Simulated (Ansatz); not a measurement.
# Single-point calculation, with input and output: TaN (part 1 of 3)

System: TaN (P6₃/mmc, 8 atoms in the cell).
Method: DFT PBE+U, scalar-relativistic, plane waves, PAW, Ueff = 5 eV on Ta atom 1 d; Ueff = 5 eV on Ta atom 2 d; Ueff = 5 eV on Ta atom 5 d; Ueff = 5 eV on Ta atom 6 d, spin-polarised (Ansatz 0.2.0).

The structure derives from an entry of the Crystallography Open Database. It belongs to a series of runs on one base structure; here: antiferromagnetic start, free. Figures and captions count atoms from 1; the log counts them from 0 in places.

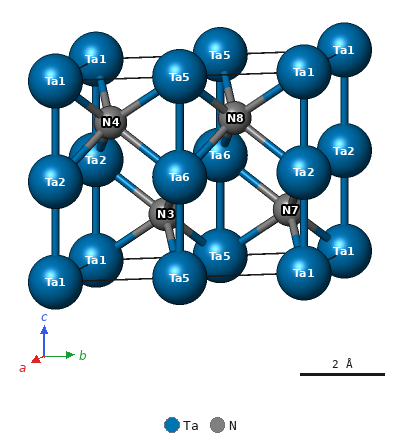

**Figure 1.** The structure as given in the input (ball-and-stick view of the cell of the calculation, seen slightly off an axis; atoms are numbered from 1 in the order of the input). Near neighbours in the crystal (not all of them lie inside the picture): Ta has 6 N at 2.15 Å and 2 Ta at 2.46 Å; N has 6 Ta at 2.15 Å.

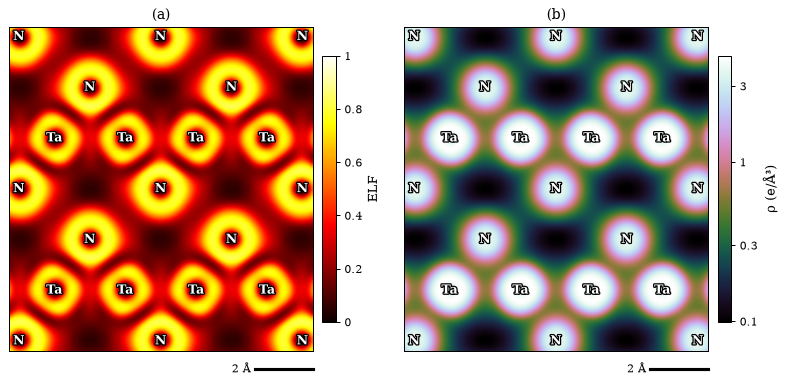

**Figure 2.** (a) electron localisation function; (b) valence pseudo-density on the (11̄0) plane of the calculation cell. The section cuts through N and Ta sites. Ta–N (2.15 Å): ρ at the midpoint is about 0.62 e/Å³; the ELF is about 0.15 at the midpoint; a polar contact without a shared pair, in a metal. Ta–Ta (2.46 Å): the density is about 0.63 e/Å³ at the midpoint; the ELF is about 0.35 at the midpoint; no shared electron pair. Away from the nuclei the density in this plane falls to 0.1 e/Å³ at its lowest. The strong features right at Ta lie inside the PAW spheres (semicore, d or f shells) and say nothing about bonding. The fields are those of the smooth PAW valence density.

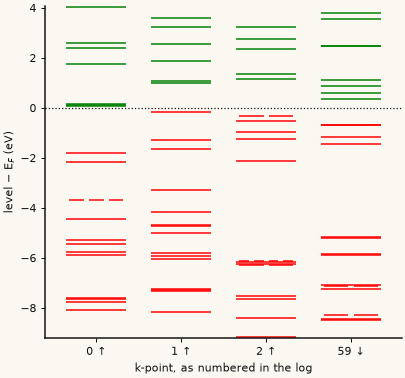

**Figure 3.** Kohn–Sham levels near the Fermi level (dotted) at the few k-points that the log prints; levels within 0.02 eV of each other stand side by side. The system is metallic on the full mesh.

These pictures come from the run below.

### The input
```yaml
crystal:
  lattice:
    - [3.04800184, 0.0, 0.0]
    - [-3.04800184, 5.27929406, 0.0]
    - [0.0, 0.0, 4.91799978]
  atoms:
    - { symbol: Ta, position: [0.0, 0.0, 0.0], spin: 2.0 }
    - { symbol: Ta, position: [0.0, 0.0, 0.5], spin: -2.0 }
    - { symbol: "N", position: [0.3333333333, 0.3333333334, 0.25] }
    - { symbol: "N", position: [0.6666666667, 0.1666666666, 0.75] }
    - { symbol: Ta, position: [0.0, 0.5, 0.0], spin: 2.0 }
    - { symbol: Ta, position: [0.0, 0.5, 0.5], spin: -2.0 }
    - { symbol: "N", position: [0.3333333333, 0.8333333333, 0.25] }
    - { symbol: "N", position: [0.6666666667, 0.6666666666, 0.75] }
basis:
  ecutwfc: 420
  ecutrho_ratio: 4
kpoints:
  mp_grid: { grid: [7, 7, 4] }
hamiltonian:
  xc: pbe
  hubbard:
    sites:
      - { site: 0, l: d, u_eff: 5.0, starting_ns: [{ spin: up, occupation_matrix: s0up }, { spin: down, occupation_matrix: s0down }] }
      - { site: 1, l: d, u_eff: 5.0, starting_ns: [{ spin: up, occupation_matrix: s1up }, { spin: down, occupation_matrix: s1down }] }
      - { site: 4, l: d, u_eff: 5.0, starting_ns: [{ spin: up, occupation_matrix: s4up }, { spin: down, occupation_matrix: s4down }] }
      - { site: 5, l: d, u_eff: 5.0, starting_ns: [{ spin: up, occupation_matrix: s5up }, { spin: down, occupation_matrix: s5down }] }
    occupation_matrices:
      s0up:
        matrix:
          - [0.02342, 0.0, -0.03843, 0.04197, 0.0]
          - [0.0, 0.45273, 0.0, 0.0, -0.47312]
          - [-0.03843, 0.0, 0.45175, -0.47146, 0.0]
          - [0.04197, 0.0, -0.47146, 0.53483, 0.0]
          - [0.0, -0.47312, 0.0, 0.0, 0.53727]
      s0down:
        matrix:
          - [0.02, 0.0, 0.0, 0.0, 0.0]
          - [0.0, 0.02, 0.0, 0.0, 0.0]
          - [0.0, 0.0, 0.02, 0.0, 0.0]
          - [0.0, 0.0, 0.0, 0.02, 0.0]
          - [0.0, 0.0, 0.0, 0.0, 0.02]
      s1up:
        matrix:
          - [0.02, 0.0, 0.0, 0.0, 0.0]
          - [0.0, 0.02, 0.0, 0.0, 0.0]
          - [0.0, 0.0, 0.02, 0.0, 0.0]
          - [0.0, 0.0, 0.0, 0.02, 0.0]
          - [0.0, 0.0, 0.0, 0.0, 0.02]
      s1down:
        matrix:
          - [0.02342, 0.0, 0.03843, 0.04197, 0.0]
          - [0.0, 0.45273, 0.0, 0.0, 0.47312]
          - [0.03843, 0.0, 0.45175, 0.47146, 0.0]
          - [0.04197, 0.0, 0.47146, 0.53483, 0.0]
          - [0.0, 0.47312, 0.0, 0.0, 0.53727]
      s4up:
        matrix:
          - [0.02342, 0.0, -0.03843, 0.04197, 0.0]
          - [0.0, 0.45273, 0.0, 0.0, -0.47312]
          - [-0.03843, 0.0, 0.45175, -0.47146, 0.0]
          - [0.04197, 0.0, -0.47146, 0.53483, 0.0]
          - [0.0, -0.47312, 0.0, 0.0, 0.53727]
      s4down:
        matrix:
          - [0.02, 0.0, 0.0, 0.0, 0.0]
          - [0.0, 0.02, 0.0, 0.0, 0.0]
          - [0.0, 0.0, 0.02, 0.0, 0.0]
          - [0.0, 0.0, 0.0, 0.02, 0.0]
          - [0.0, 0.0, 0.0, 0.0, 0.02]
      s5up:
        matrix:
          - [0.02, 0.0, 0.0, 0.0, 0.0]
          - [0.0, 0.02, 0.0, 0.0, 0.0]
          - [0.0, 0.0, 0.02, 0.0, 0.0]
          - [0.0, 0.0, 0.0, 0.02, 0.0]
          - [0.0, 0.0, 0.0, 0.0, 0.02]
      s5down:
        matrix:
          - [0.02342, 0.0, 0.03843, 0.04197, 0.0]
          - [0.0, 0.45273, 0.0, 0.0, 0.47312]
          - [0.03843, 0.0, 0.45175, 0.47146, 0.0]
          - [0.04197, 0.0, 0.47146, 0.53483, 0.0]
          - [0.0, 0.47312, 0.0, 0.0, 0.53727]
    ns_hold: { iters: 8 }
scf:
  occupations: { method: gaussian, width: 0.05 }
  lower_state_search: "off"
  max_iter: 150
output:
  forces: true
  stress: true
  eigenvalues: true
  populations: true
  hubbard:
    sites:
      - { site: 0, l: d }
      - { site: 1, l: d }
      - { site: 4, l: d }
      - { site: 5, l: d }
  write_density: true
  write_potential: true
  elf: true
  volumetric_format: npy
magnetization:
  spin_polarized: true
```

Launch command:
```bash
ansatz run input.yaml --threads 4 --pin off --max-ram 6144MiB --backend cpu --events-out ev --progress --plain --runs-dir out
```

### Output
```
Ta: projections on atomic orbitals take those of the free atom [Kr 4d10 4f14] 5s2 5p6 5d3 6s2, of charge +0.00 (hamiltonian.pseudopotentials.projection_atoms); the dataset's partial waves leave at most 6.0e-5 of an orbital's norm unspanned inside its sphere
N: projections on atomic orbitals take those of the free atom [He] 2s2 2p3, of charge +0.00 (hamiltonian.pseudopotentials.projection_atoms); the dataset's partial waves leave at most 9.3e-9 of an orbital's norm unspanned inside its sphere
Engine: ansatz 0.2.0, aarch64-unknown-linux-gnu
Pseudopotentials: kind: paw
Pseudopotential: Ta, paw, valence charge 13, recommended cutoff 420 eV (normal), Ta.paw.azcp
Pseudopotential: N, paw, valence charge 5, recommended cutoff 420 eV (normal), N.paw.azcp
Functional definition: PBE
  parameter kappa = 0.804
  parameter beta = 0.06672455060314922
  exchange = pbe_x(kappa = kappa, mu = beta*pi^2/3)
  correlation = pbe_c(beta = beta)
Crystal: 8 atoms, lattice volume = 79.137 Å³
Basis set: ecut = 420 eV, 1571 PW (Γ), exchange–correlation on 48×90×72 points (8 copies of the dense FFT grid, shifted against one another)
Bands: 48, of which v1, the nominal top of the filled ones, is band 36 counted from 1 (35 counted from 0)
Symmetry: 8 space group operations
Space group: P-3m1 (ITA 164), of the structure as read, at distance tolerance 4.3e-5 Å
Magnetic group: BNS 194.269 (UNI 1499), of the structure as read, at distance tolerance 4.3e-5 Å
k-points: 60 of 196
Non-local potential: Ta, projectors of the file, l = 0: 3, l = 1: 2, l = 2: 2, l = 3: 1
Non-local potential: N, projectors of the file, l = 0: 2, l = 1: 2, l = 2: 1
PAW form: soft (Blöchl's): semilocal exchange-correlation on the pseudo side does not see the compensation charge
PAW one-centre angular grid: Ta, 590 points (default); XC on 64 Gauss nodes
PAW one-centre angular grid: N, 110 points (default); XC on 64 Gauss nodes
Initial density: superposition of atomic densities (chi_scale 0.1, normalization cell, long waves kept (reshape's long-wave potential 0.00 eV rms))
Starting moments: Σ|m| = 8 μB on 4 of 8 sites
Starting magnetic order: altermagnet, g-wave, bulk spin-momentum locking; spin-degenerate planes through Γ normal to [0 0 1], [1 1 0] of the run's lattice
Initial wavefunctions: pseudopotential atomic-orbital guess
Functional: x = pbe(κ = 0.804, μ = 0.2195149727645171), c = pbe(β = 0.06672455060314922)
```
